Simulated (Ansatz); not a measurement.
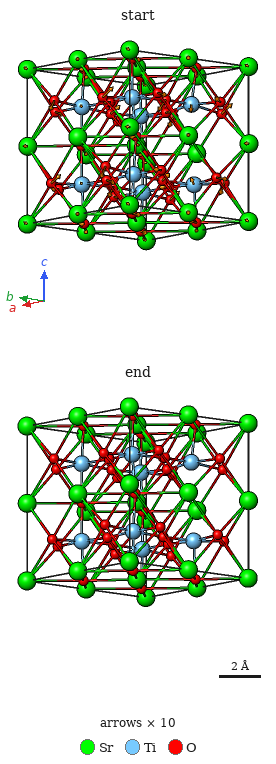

The structure of a defect cell of composition Sr8Ti8O23 before (top) and after (bottom) a relaxation, at one scale. The orange arrows give the displacements, 10 times their true length.

Style: ball-and-stick. Shown: the cell of the calculation, from a free direction.

The atoms of the start lie slightly off their symmetric places, so part of the fall in energy undoes that.

Theory: DFT, HSE06, PAW, plane waves in Ansatz. Set-up: plane-wave cutoff 420 eV; k-point mesh 1 × 1 × 1; mesh shifted by (0.25, 0.25, 0.25); no spin polarisation; atoms relaxed in a fixed cell; force threshold 0.03 eV/Å; at most 80 steps.

**Summarise the run.**

After 8 geometry steps the energy has fallen by 88.6 meV per cell of the calculation. The largest force component goes from 0.57 to 0.024 eV/Å. The largest moves, 0.082 Å, are those of O atoms. By element the largest moves are O 0.082 Å, Ti 0.045 Å, Sr 0.029 Å. The cell doesn't change. Near-neighbour distances that change, for instance: O–Sr 2.941 → 2.850 Å, O–Sr 3.000 → 2.912 Å, O–Sr 3.054 → 2.967 Å, O–Sr 2.574 → 2.658 Å. Among the angles between lasting bonds that change: Ti–O–Ti 165.3° → 170.4°, Ti–O–Ti 172.1° → 177.1°, Ti–O–Ti 166.7° → 171.5°. Cost: 22 s on 1 × NVIDIA GB200 with 8 threads of Arm Neoverse-V2, peak memory 2.3 GiB.

Limits of the set-up: the periodic images lie only 7.8 Å apart, so the values are limited by the cell's size.
